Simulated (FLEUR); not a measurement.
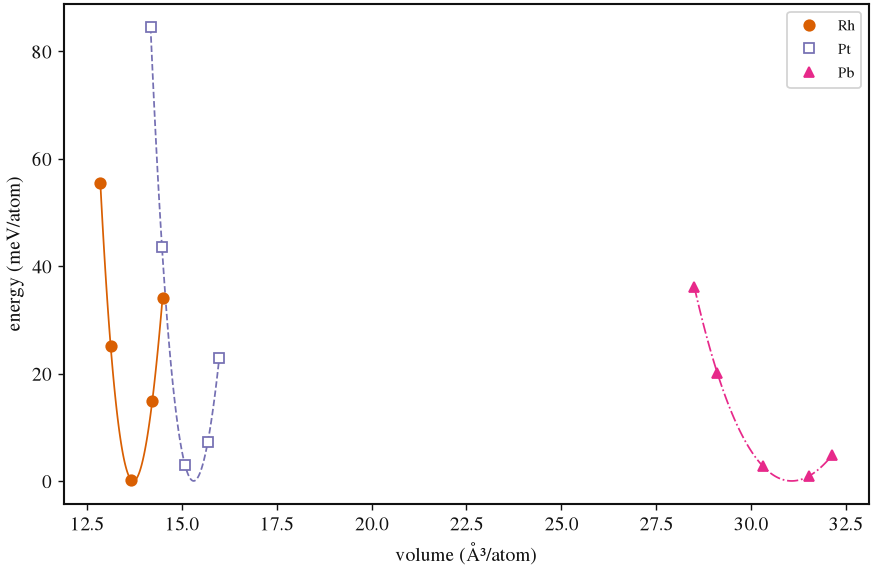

The plot gives the computed energy against volume, with one curve for each element, for Pb, Pt and Rh (all in space group Fm-3m (No. 225)).

Computed with FLEUR MaX-R8.1 (later development tree): all-electron LAPW DFT, no spin polarisation; energies at scaled volumes of the given cell, shape and fractions fixed, counted from the fit's minimum, third-order Birch-Murnaghan fit. Level: r2SCAN.

| setting | value |
| --- | --- |
| occupations | Fermi–Dirac |
| smearing width | 0.05 eV |
| potentials | all electron |

Settings that differ: Rh: k mesh 12×12×12; Pt: k mesh 12×12×12; Pb: k mesh 9×9×9.

Order the curves by fitted equilibrium volume, smallest first.

Answer. Rh 13.721, Pt 15.311, Pb 31.069 Å³/atom.

Order the curves by fitted bulk modulus, smallest first.

Answer. Pb 45.1, Pt 271.5, Rh 282.6 GPa.

Keep in mind: spin-orbit coupling left out, heavy elements (Pt, Pb).

The computed values:

Rh:
```tsv
volume (Å³/atom)	energy (meV/atom)
12.85	55.56
13.12	25.07
13.67	0.11
14.22	14.83
14.49	34.13
```

Pt:
```tsv
volume (Å³/atom)	energy (meV/atom)
14.18	84.51
14.48	43.55
15.08	3.05
15.68	7.27
15.98	22.85
```

Pb:
```tsv
volume (Å³/atom)	energy (meV/atom)
28.50	36.16
29.11	20.07
30.32	2.71
31.54	0.91
32.14	4.85
```
